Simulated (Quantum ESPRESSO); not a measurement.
# Run report: Sn, band-structure run (part 2 of 3)

Sn (I4₁/amd, 2 atoms in the cell); Kohn-Sham DFT of a periodic cell, PBEsol, spin-orbit coupling, PseudoDojo 0.4 FR PBEsol standard, no spin polarisation (Quantum ESPRESSO 7.5); cutoff 979.61 eV, 9×9×9 k-mesh, fermi-dirac of 0.05 eV. The structure derives from a Materials Project entry.

Geometry of the input (Å; fractional positions):
```
-2.9401  2.9401  1.5993
2.9401  -2.9401  1.5993
2.9401  2.9401  -1.5993
Sn 0.0000  0.0000  0.0000
Sn 0.7500  0.2500  0.5000
```

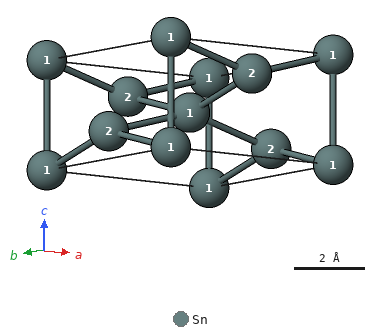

*The input geometry (ball-and-stick view of the cell 2 times as large as that of the calculation, set on its symmetry axes, seen at an oblique angle; atoms are numbered from 1 in the order of the input). An atom can appear more than once, as a periodic image.*

## Log, continued
```
   -11.3826 -11.3826 -11.3606 -11.3606 -11.3323 -11.3323 -11.2932 -11.2932
   -10.3708 -10.3708 -10.3486 -10.3486 -10.3125 -10.3125 -10.2967 -10.2967
   -10.2091 -10.2091 -10.1412 -10.1412  -0.1563  -0.1563   6.6202   6.6202
     8.6445   8.6445   9.4313   9.4313  13.9893  13.9893  15.1849  15.1849
    15.6117  15.6117  16.2751  16.2751  16.7989  16.7989  19.5476  19.5476
    19.6728  19.6729

          k = 0.1600 0.0800 0.1471 (  3847 PWs)   bands (ev):

   -11.3754 -11.3754 -11.3590 -11.3590 -11.3342 -11.3342 -11.2940 -11.2940
   -10.3676 -10.3676 -10.3493 -10.3493 -10.3168 -10.3168 -10.2816 -10.2816
   -10.2147 -10.2147 -10.1530 -10.1530   0.0620   0.0620   5.5690   5.5690
     8.6947   8.6947  10.3383  10.3383  14.2364  14.2364  14.9311  14.9311
    15.2795  15.2795  15.6769  15.6769  16.4942  16.4942  19.7544  19.7544
    20.2187  20.2187

          k = 0.2400 0.1600 0.1471 (  3856 PWs)   bands (ev):

   -11.3654 -11.3654 -11.3543 -11.3543 -11.3364 -11.3364 -11.2970 -11.2970
   -10.3670 -10.3670 -10.3398 -10.3398 -10.3219 -10.3219 -10.2611 -10.2611
   -10.2270 -10.2270 -10.1724 -10.1724   0.4981   0.4981   4.2811   4.2811
     9.1239   9.1239  11.1640  11.1640  13.0163  13.0163  14.7003  14.7003
    15.0027  15.0027  15.8404  15.8404  16.6815  16.6815  20.5450  20.5450
    21.3109  21.3109

          k = 0.3200 0.2400 0.1471 (  3859 PWs)   bands (ev):

   -11.3595 -11.3595 -11.3494 -11.3494 -11.3315 -11.3315 -11.3043 -11.3043
   -10.3652 -10.3652 -10.3393 -10.3393 -10.3101 -10.3101 -10.2532 -10.2532
   -10.2339 -10.2339 -10.1934 -10.1934   1.1497   1.1497   3.0655   3.0655
     9.8089   9.8089  11.7991  11.7991  11.9721  11.9721  13.8372  13.8372
    14.5824  14.5824  15.4383  15.4383  18.8901  18.8901  21.4756  21.4756
    22.3589  22.3610

          k = 0.4000 0.3200 0.1471 (  3849 PWs)   bands (ev):

   -11.3571 -11.3571 -11.3502 -11.3502 -11.3208 -11.3208 -11.3134 -11.3134
   -10.3629 -10.3629 -10.3435 -10.3435 -10.2928 -10.2928 -10.2694 -10.2694
   -10.2179 -10.2179 -10.2108 -10.2108   2.0042   2.0042   2.0166   2.0166
    10.6426  10.6426  10.7839  10.7839  12.7704  12.7704  12.9540  12.9540
    14.4638  14.4638  15.3146  15.3146  21.2446  21.2446  21.3409  21.3409
    21.7859  21.7859

          k = 0.1600-0.0000 0.2941 (  3859 PWs)   bands (ev):

   -11.3759 -11.3759 -11.3421 -11.3421 -11.3198 -11.3198 -11.2959 -11.2959
   -10.3694 -10.3694 -10.3363 -10.3363 -10.2942 -10.2942 -10.2807 -10.2807
   -10.2193 -10.2193 -10.1603 -10.1603   0.5660   0.5660   6.3819   6.3819
     8.7960   8.7960  10.8588  10.8588  12.2287  12.2287  13.2267  13.2267
    14.9517  14.9517  15.1144  15.1144  15.9616  15.9616  18.0570  18.0570
    19.0751  19.0751

          k = 0.2400 0.0800 0.2941 (  3858 PWs)   bands (ev):

   -11.3682 -11.3682 -11.3396 -11.3396 -11.3231 -11.3231 -11.2968 -11.2968
   -10.3639 -10.3639 -10.3338 -10.3338 -10.3006 -10.3006 -10.2682 -10.2682
   -10.2238 -10.2238 -10.1736 -10.1736   0.8915   0.8915   5.3999   5.3999
     8.7207   8.7207  11.4106  11.4106  12.0631  12.0631  13.2400  13.2400
    14.0206  14.0206  15.8021  15.8021  16.6536  16.6536  18.6748  18.6748
    18.9611  18.9611

          k = 0.3200 0.1600 0.2941 (  3855 PWs)   bands (ev):

   -11.3590 -11.3590 -11.3355 -11.3355 -11.3264 -11.3264 -11.3000 -11.3000
   -10.3590 -10.3590 -10.3247 -10.3247 -10.3066 -10.3066 -10.2584 -10.2584
   -10.2299 -10.2299 -10.1897 -10.1897   1.4313   1.4313   4.2246   4.2246
     9.1041   9.1041  11.0405  11.0405  12.2589  12.2589  12.8768  12.8768
    13.6529  13.6529  15.9224  15.9224  17.9622  17.9622  19.1595  19.1595
    20.2695  20.2695

          k = 0.4000 0.2400 0.2941 (  3837 PWs)   bands (ev):

   -11.3527 -11.3527 -11.3347 -11.3347 -11.3242 -11.3242 -11.3048 -11.3048
   -10.3546 -10.3546 -10.3259 -10.3259 -10.2945 -10.2945 -10.2671 -10.2671
   -10.2267 -10.2267 -10.2025 -10.2025   2.1787   2.1787   3.1224   3.1224
     9.6751   9.6751  10.5759  10.5759  11.8012  11.8012  12.7387  12.7387
    14.2412  14.2412  15.1330  15.1330  19.5712  19.5712  20.8282  20.8282
    21.4511  21.4511

          k = 0.0800-0.0800 0.2941 (  3853 PWs)   bands (ev):

   -11.3789 -11.3789 -11.3428 -11.3428 -11.3185 -11.3185 -11.2958 -11.2958
   -10.3720 -10.3720 -10.3351 -10.3351 -10.2937 -10.2937 -10.2846 -10.2846
   -10.2180 -10.2180 -10.1552 -10.1552   0.4573   0.4573   6.7364   6.7364
     9.3674   9.3674   9.9694   9.9694  12.7372  12.7372  12.8784  12.8784
    14.6704  14.6704  15.5191  15.5191  15.8893  15.8893  18.1645  18.1645
    18.4140  18.4140

          k = 0.2400-0.0000 0.4412 (  3856 PWs)   bands (ev):

   -11.3674 -11.3674 -11.3276 -11.3276 -11.3124 -11.3124 -11.2974 -11.2974
   -10.3648 -10.3648 -10.3324 -10.3324 -10.2856 -10.2856 -10.2546 -10.2546
   -10.2138 -10.2138 -10.1751 -10.1751   1.7534   1.7534   6.3712   6.3712
     9.0493   9.0493   9.3675   9.3675  10.8615  10.8615  12.9830  12.9830
    14.0173  14.0173  14.4305  14.4305  17.1229  17.1229  17.2440  17.2440
    19.9869  19.9869

          k = 0.3200 0.0800 0.4412 (  3856 PWs)   bands (ev):

   -11.3609 -11.3609 -11.3279 -11.3279 -11.3151 -11.3151 -11.2971 -11.2971
   -10.3570 -10.3570 -10.3286 -10.3286 -10.2948 -10.2948 -10.2491 -10.2491
   -10.2154 -10.2154 -10.1836 -10.1836   2.1747   2.1747   5.5472   5.5472
     8.5149   8.5149   9.3335   9.3335  11.0015  11.0015  13.0885  13.0885
    14.3229  14.3229  14.6464  14.6464  17.9496  17.9496  18.6861  18.6861
    19.4829  19.4829

          k = 0.4000 0.1600 0.4412 (  3851 PWs)   bands (ev):

   -11.3549 -11.3549 -11.3291 -11.3291 -11.3159 -11.3159 -11.2978 -11.2978
   -10.3519 -10.3519 -10.3229 -10.3229 -10.2955 -10.2955 -10.2507 -10.2507
   -10.2248 -10.2248 -10.1845 -10.1845   2.7946   2.7946   4.5583   4.5583
     8.1489   8.1489   9.7530   9.7530  10.9444  10.9444  12.0516  12.0516
    15.2422  15.2422  15.6185  15.6185  18.3367  18.3367  19.3806  19.3806
    19.9269  19.9269

          k = 0.4800 0.2400 0.4412 (  3851 PWs)   bands (ev):

   -11.3524 -11.3524 -11.3300 -11.3300 -11.3155 -11.3155 -11.2985 -11.2985
   -10.3500 -10.3500 -10.3228 -10.3228 -10.2884 -10.2884 -10.2579 -10.2579
   -10.2286 -10.2286 -10.1835 -10.1835   3.5014   3.5014   3.7101   3.7101
     8.0290   8.0290  10.1106  10.1106  10.8910  10.8910  11.4893  11.4893
    15.8228  15.8228  16.0508  16.0508  18.3757  18.3757  18.7695  18.7695
    20.7366  20.7366

          k = 0.0800-0.1600 0.4412 (  3860 PWs)   bands (ev):

   -11.3716 -11.3716 -11.3276 -11.3276 -11.3099 -11.3099 -11.2982 -11.2982
   -10.3706 -10.3706 -10.3323 -10.3323 -10.2760 -10.2760 -10.2623 -10.2623
   -10.2163 -10.2163 -10.1674 -10.1674   1.5409   1.5409   6.7804   6.7804
     9.4025   9.4025  10.1716  10.1716  10.5766  10.5766  11.6982  11.6982
    14.1593  14.1593  14.6917  14.6917  16.3960  16.3960  17.4824  17.4824
    18.8745  18.8745

          k = 0.3200-0.0000 0.5882 (  3856 PWs)   bands (ev):

   -11.3606 -11.3606 -11.3271 -11.3271 -11.3076 -11.3076 -11.2968 -11.2968
   -10.3549 -10.3549 -10.3407 -10.3407 -10.2879 -10.2879 -10.2419 -10.2419
   -10.1976 -10.1976 -10.1741 -10.1741   3.2653   3.2653   5.6897   5.6897
     8.1659   8.1659   9.1792   9.1792   9.5480   9.5480  12.9868  12.9868
    13.4570  13.4570  15.0219  15.0219  17.4385  17.4385  19.4230  19.4230
    20.7476  20.7478

          k = 0.4000 0.0800 0.5882 (  3860 PWs)   bands (ev):

   -11.3585 -11.3585 -11.3280 -11.3280 -11.3083 -11.3083 -11.2962 -11.2962
   -10.3542 -10.3542 -10.3359 -10.3359 -10.2901 -10.2901 -10.2424 -10.2424
   -10.2037 -10.2037 -10.1714 -10.1714   3.6490   3.6490   5.3201   5.3201
     7.4321   7.4321   9.2605   9.2605   9.9767   9.9767  12.7574  12.7574
    13.5335  13.5335  15.6750  15.6750  17.9784  17.9784  19.5722  19.5722
    20.3860  20.3860

          k = 0.4800 0.1600 0.5882 (  3854 PWs)   bands (ev):

   -11.3580 -11.3580 -11.3274 -11.3274 -11.3089 -11.3089 -11.2958 -11.2958
   -10.3586 -10.3586 -10.3263 -10.3263 -10.2880 -10.2880 -10.2477 -10.2477
   -10.2120 -10.2120 -10.1656 -10.1656   3.9937   3.9937   5.1371   5.1371
     6.7756   6.7756   9.2723   9.2723  10.7314  10.7314  11.7292  11.7292
    14.6091  14.6091  15.7787  15.7787  18.1538  18.1538  19.3554  19.3554
    19.8431  19.8431

          k = 0.0800-0.2400 0.5882 (  3858 PWs)   bands (ev):

   -11.3636 -11.3636 -11.3250 -11.3250 -11.3074 -11.3074 -11.2971 -11.2971
   -10.3639 -10.3639 -10.3340 -10.3340 -10.2817 -10.2817 -10.2467 -10.2467
   -10.2035 -10.2035 -10.1667 -10.1667   3.0020   3.0020   6.1830   6.1830
     8.0533   8.0533   8.9388   8.9388  10.2394  10.2394  12.6361  12.6361
    13.2898  13.2898  15.0530  15.0530  17.1389  17.1389  18.5722  18.5722
    20.1589  20.1589

          k = 0.1600-0.1600 0.5882 (  3855 PWs)   bands (ev):

   -11.3649 -11.3649 -11.3238 -11.3238 -11.3075 -11.3075 -11.2972 -11.2972
   -10.3676 -10.3676 -10.3308 -10.3308 -10.2767 -10.2767 -10.2515 -10.2515
   -10.2070 -10.2070 -10.1628 -10.1628   2.9102   2.9102   6.5100   6.5100
     7.7265   7.7265   8.8488   8.8488  11.2385  11.2385  11.6276  11.6276
    14.0793  14.0793  14.1950  14.1950  17.8530  17.8530  18.6097  18.6097
    18.7438  18.7438

          k = 0.1600 0.1600 0.2941 (  3850 PWs)   bands (ev):

   -11.3697 -11.3697 -11.3411 -11.3411 -11.3211 -11.3211 -11.2980 -11.2980
   -10.3679 -10.3679 -10.3319 -10.3319 -10.2953 -10.2953 -10.2749 -10.2749
   -10.2245 -10.2245 -10.1678 -10.1678   0.7833   0.7833   5.4414   5.4414
     9.7035   9.7035  10.7457  10.7457  12.2378  12.2378  12.6384  12.6384
    15.1062  15.1062  15.4638  15.4638  16.0977  16.0977  18.2458  18.2458
    18.3756  18.3756

          k = 0.2400 0.2400 0.2941 (  3866 PWs)   bands (ev):

   -11.3577 -11.3577 -11.3380 -11.3380 -11.3244 -11.3244 -11.3027 -11.3027
   -10.3621 -10.3621 -10.3238 -10.3238 -10.3032 -10.3032 -10.2610 -10.2610
   -10.2316 -10.2316 -10.1849 -10.1849   1.3250   1.3250   4.1680   4.1680
    10.1679  10.1679  11.4060  11.4060  11.8214  11.8214  12.5331  12.5331
    14.1826  14.1826  14.4756  14.4756  17.8722  17.8722  19.3252  19.3252
    19.5500  19.5500

          k = 0.3200 0.3200 0.2941 (  3853 PWs)   bands (ev):

   -11.3486 -11.3486 -11.3352 -11.3352 -11.3251 -11.3251 -11.3093 -11.3093
   -10.3548 -10.3548 -10.3279 -10.3279 -10.2934 -10.2934 -10.2679 -10.2679
   -10.2223 -10.2223 -10.2032 -10.2032   2.0779   2.0779   3.0323   3.0323
    10.6916  10.6916  11.1852  11.1852  12.3496  12.3496  12.7156  12.7156
    13.2737  13.2737  13.4697  13.4697  19.8718  19.8718  20.6558  20.6558
    21.3442  21.3442

          k =-0.0000-0.0000 0.2941 (  3844 PWs)   bands (ev):

   -11.3823 -11.3823 -11.3434 -11.3434 -11.3175 -11.3175 -11.2953 -11.2953
   -10.3738 -10.3738 -10.3339 -10.3339 -10.3011 -10.3011 -10.2821 -10.2821
   -10.2159 -10.2159 -10.1504 -10.1504   0.3485   0.3485   7.5178   7.5178
     9.1177   9.1177   9.5267   9.5267  12.9759  12.9759  13.0272  13.0272
    14.2210  14.2210  15.4163  15.4163  15.7163  15.7163  18.7551  18.7552
    18.9811  18.9811

          k = 0.2400 0.1600 0.4412 (  3857 PWs)   bands (ev):

   -11.3629 -11.3629 -11.3266 -11.3266 -11.3142 -11.3142 -11.2998 -11.2998
   -10.3645 -10.3645 -10.3241 -10.3241 -10.2859 -10.2859 -10.2558 -10.2558
   -10.2214 -10.2214 -10.1748 -10.1748   1.9674   1.9674   5.5848   5.5848
     9.0561   9.0561   9.9179   9.9179  11.0012  11.0012  12.5602  12.5602
    14.4164  14.4164  14.9186  14.9186  16.9445  16.9445  17.8500  17.8500
    18.4909  18.4909

          k = 0.3200 0.2400 0.4412 (  3855 PWs)   bands (ev):

   -11.3526 -11.3526 -11.3267 -11.3267 -11.3193 -11.3193 -11.3017 -11.3017
   -10.3545 -10.3545 -10.3234 -10.3234 -10.2907 -10.2907 -10.2518 -10.2518
   -10.2244 -10.2244 -10.1830 -10.1830   2.6007   2.6007   4.4397   4.4397
     8.8153   8.8153   9.6841   9.6841  11.6659  11.6659  13.3482  13.3482
    13.5992  13.5992  15.0466  15.0466  17.5204  17.5204  18.3571  18.3571
    20.1968  20.1968

          k = 0.4000 0.3200 0.4412 (  3857 PWs)   bands (ev):

   -11.3466 -11.3466 -11.3290 -11.3290 -11.3208 -11.3208 -11.3026 -11.3026
   -10.3445 -10.3445 -10.3329 -10.3329 -10.2854 -10.2854 -10.2560 -10.2560
   -10.2222 -10.2222 -10.1873 -10.1873   3.3982   3.3982   3.4652   3.4652
     8.7309   8.7309   9.5976   9.5976  12.4599  12.4599  12.5798  12.5798
    14.2505  14.2505  14.3834  14.3834  18.6874  18.6874  19.0887  19.0887
    19.6486  19.6487

          k = 0.0000-0.0800 0.4412 (  3865 PWs)   bands (ev):

   -11.3765 -11.3765 -11.3282 -11.3282 -11.3077 -11.3077 -11.2973 -11.2973
   -10.3735 -10.3735 -10.3367 -10.3367 -10.2798 -10.2798 -10.2562 -10.2562
   -10.2145 -10.2145 -10.1631 -10.1631   1.3267   1.3267   7.7616   7.7616
     9.6694   9.6694  10.1405  10.1405  10.5733  10.5733  10.9442  10.9442
    13.9253  13.9253  14.2947  14.2947  15.3623  15.3623  18.6165  18.6165
    19.6187  19.6187

          k = 0.3200 0.1600 0.5882 (  3852 PWs)   bands (ev):

   -11.3574 -11.3574 -11.3267 -11.3267 -11.3108 -11.3108 -11.2976 -11.2976
   -10.3589 -10.3589 -10.3281 -10.3281 -10.2911 -10.2911 -10.2377 -10.2377
   -10.2131 -10.2131 -10.1670 -10.1670   3.4677   3.4677   5.5382   5.5382
     7.3611   7.3611   8.5487   8.5487  11.1382  11.1382  13.5617  13.5617
    13.9930  13.9930  14.7846  14.7846  17.1463  17.1463  18.8164  18.8164
    19.5457  19.5457

          k = 0.4000 0.2400 0.5882 (  3851 PWs)   bands (ev):

   -11.3522 -11.3522 -11.3289 -11.3289 -11.3132 -11.3132 -11.2977 -11.2977
   -10.3539 -10.3539 -10.3281 -10.3281 -10.2917 -10.2917 -10.2344 -10.2344
   -10.2202 -10.2202 -10.1671 -10.1671   4.0429   4.0429   4.8960   4.8960
     6.9358   6.9358   8.3382   8.3382  12.1055  12.1055  13.1188  13.1188
    14.9175  14.9175  15.1975  15.1975  17.5912  17.5912  17.9572  17.9572
    18.5241  18.5241

          k =-0.0000-0.1600 0.5882 (  3847 PWs)   bands (ev):

   -11.3682 -11.3682 -11.3240 -11.3240 -11.3050 -11.3050 -11.2964 -11.2964
   -10.3681 -10.3681 -10.3382 -10.3382 -10.2722 -10.2722 -10.2541 -10.2541
   -10.1987 -10.1987 -10.1659 -10.1659   2.7104   2.7104   6.8411   6.8411
     8.4485   8.4485   9.3867   9.3867   9.8035   9.8035  11.5130  11.5130
    13.1809  13.1809  14.5924  14.5924  17.2420  17.2420  18.2747  18.2747
    20.8858  20.8858

          k = 0.0800-0.0800 0.5882 (  3858 PWs)   bands (ev):

   -11.3699 -11.3699 -11.3237 -11.3237 -11.3042 -11.3042 -11.2959 -11.2959
   -10.3699 -10.3699 -10.3392 -10.3392 -10.2696 -10.2696 -10.2557 -10.2557
   -10.1978 -10.1978 -10.1653 -10.1653   2.6115   2.6115   7.2876   7.2876
     8.1905   8.1905   9.5682   9.5682  10.2928  10.2928  10.6556  10.6556
    13.7165  13.7165  13.7781  13.7781  16.7852  16.7852  19.5932  19.5932
    20.0252  20.0252

          k = 0.4800 0.2400 0.7353 (  3860 PWs)   bands (ev):

   -11.3572 -11.3572 -11.3257 -11.3257 -11.3122 -11.3122 -11.2981 -11.2981
   -10.3610 -10.3610 -10.3250 -10.3250 -10.2893 -10.2893 -10.2379 -10.2379
   -10.2173 -10.2173 -10.1648 -10.1648   3.3961   3.3961   5.6642   5.6642
     7.4369   7.4369   8.1029   8.1029  12.3201  12.3201  12.7920  12.7920
    14.5233  14.5233  14.7512  14.7512  16.9345  16.9345  17.7082  17.7082
    19.9254  20.2643

          k = 0.0000-0.2400 0.7353 (  3858 PWs)   bands (ev):

   -11.3606 -11.3606 -11.3280 -11.3280 -11.3059 -11.3059 -11.2945 -11.2945
   -10.3554 -10.3554 -10.3368 -10.3368 -10.2848 -10.2848 -10.2511 -10.2511
   -10.2003 -10.2003 -10.1715 -10.1715   3.8248   3.8248   5.2981   5.2981
     7.4142   7.4142   9.0171   9.0171  10.1469  10.1469  11.6341  11.6341
    13.5883  13.5883  16.2850  16.2850  18.4144  18.4144  19.7071  19.7071
    20.8877  20.8879

          k = 0.0800-0.1600 0.7353 (  3859 PWs)   bands (ev):

   -11.3624 -11.3624 -11.3275 -11.3275 -11.3046 -11.3046 -11.2934 -11.2934
   -10.3603 -10.3603 -10.3314 -10.3314 -10.2796 -10.2796 -10.2588 -10.2588
   -10.2030 -10.2030 -10.1682 -10.1682   3.8899   3.8899   5.5506   5.5506
     6.9555   6.9555   9.2648   9.2648  10.0153  10.0153  11.0671  11.0671
    14.3555  14.3555  15.5436  15.5436  18.9006  18.9006  19.6642  19.6642
    21.0804  21.0804

          k =-0.0000 0.4000-0.4412 (  3837 PWs)   bands (ev):

   -11.3586 -11.3586 -11.3307 -11.3307 -11.3133 -11.3133 -11.2945 -11.2945
   -10.3464 -10.3464 -10.3342 -10.3342 -10.2980 -10.2980 -10.2495 -10.2495
   -10.2113 -10.2113 -10.1922 -10.1922   2.5814   2.5814   5.2994   5.2994
     8.2216   8.2216   8.4212   8.4212  11.2540  11.2540  12.1840  12.1840
    14.7226  14.7226  15.8244  15.8244  19.3230  19.3230  19.5918  19.5918
    20.6744  20.6744

          k =-0.6399-0.2400-0.4412 (  3844 PWs)   bands (ev):

   -11.3575 -11.3575 -11.3330 -11.3330 -11.3098 -11.3098 -11.2934 -11.2934
   -10.3485 -10.3485 -10.3254 -10.3254 -10.2942 -10.2942 -10.2568 -10.2568
   -10.2221 -10.2221 -10.1874 -10.1874   3.1637   3.1637   4.7156   4.7156
     7.7384   7.7384   8.5939   8.5939  10.2983  10.2983  12.2414  12.2414
    15.5096  15.5096  16.8172  16.8172  19.7199  19.7199  20.1088  20.1088
    20.8069  20.8070

          k =-0.5599-0.1600-0.4412 (  3847 PWs)   bands (ev):

   -11.3573 -11.3573 -11.3337 -11.3337 -11.3079 -11.3079 -11.2933 -11.2933
   -10.3510 -10.3510 -10.3198 -10.3198 -10.2875 -10.2875 -10.2653 -10.2653
   -10.2276 -10.2276 -10.1843 -10.1843   3.7279   3.7279   4.1152   4.1152
     7.5675   7.5675   9.0860   9.0860   9.5213   9.5213  12.2737  12.2737
    16.4686  16.4686  16.7357  16.7357  19.3634  19.3634  19.5440  19.5440
    21.9266  21.9269

          k =-0.0000 0.3200-0.2941 (  3847 PWs)   bands (ev):

   -11.3646 -11.3646 -11.3363 -11.3363 -11.3263 -11.3263 -11.2951 -11.2951
   -10.3548 -10.3548 -10.3360 -10.3360 -10.3074 -10.3074 -10.2591 -10.2591
   -10.2220 -10.2220 -10.1887 -10.1887   1.2145   1.2145   5.0997   5.0997
     7.8788   7.8788  10.7878  10.7878  12.3131  12.3131  13.3513  13.3513
    14.3480  14.3480  16.0882  16.0882  17.5459  17.5459  19.6681  19.6681
    20.0268  20.0268

          k = 0.0800 0.4000-0.2941 (  3842 PWs)   bands (ev):
```
